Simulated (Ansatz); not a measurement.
Input

```
crystal:
  lattice:
    - [3.28372772, 0.0, 0.0]
    - [0.0, 34.85703099, 0.0]
    - [0.0, 0.0, 4.63208471]
  atoms:
    - { symbol: P, position: [0.0, 0.97026143, 0.59215072] }
    - { symbol: P, position: [0.0, 0.02973857, 0.40784928] }
    - { symbol: P, position: [0.5, 0.02973857, 0.09215072] }
    - { symbol: P, position: [0.5, 0.97026143, 0.90784928] }
kpoints:
  mp_grid: { grid: [8, 2, 6] }
hamiltonian:
  xc: pbe
  dispersion: d3bj
scf:
  occupations: { method: fermi_dirac, width: 0.02 }
relax:
  f_tol: 0.005
  cell: {}
output:
  write_density: true
  write_potential: true
  elf: true
  volumetric_format: npy
```

Run with:

```sh
ansatz run input.yaml --threads 2 --pin off --max-ram 2211MiB --backend cpu --events-out ev --progress --plain --runs-dir out
```

Below, planes, directions and counts refer to the conventional cell (a = 3.30 Å, b = 34.88 Å, c = 4.44 Å, α = 90.00°, β = 90.00°, γ = 90.00°).

The fields are those of the relaxed geometry.

Space group Pmna; a structure from a database of computed crystals, not necessarily the ambient phase; started from the database structure prototype, which need not be the ambient phase.

Method: Ansatz 0.2.0, DFT, PBE-D3(BJ), plane waves, PAW.

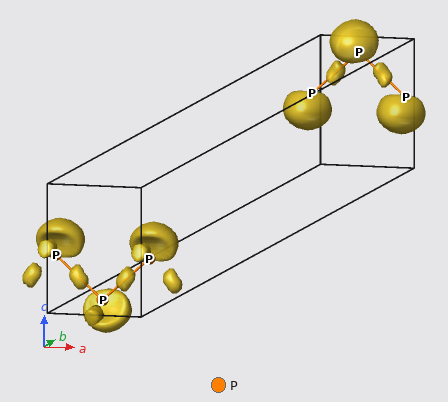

P. Isosurface of the ELF at 0.85 (yellow), seen slightly off an axis. Only the valence region is drawn (cores and ρ < 0.01 e/Å³ removed). Sticks mark near contacts.

**Describe the localisation domains.**

The surface consists of six regions between bonded P–P atoms (shared pairs) and four lobes on P, pointing away from the bonds (lone pairs), counted in one cell of 4 atoms. Any copies at cell faces, edges or corners count once. Along the contacts the grid gives the following. P–P (2.22 Å): the ELF peaks at about 0.90 between the atoms; a shared electron pair.
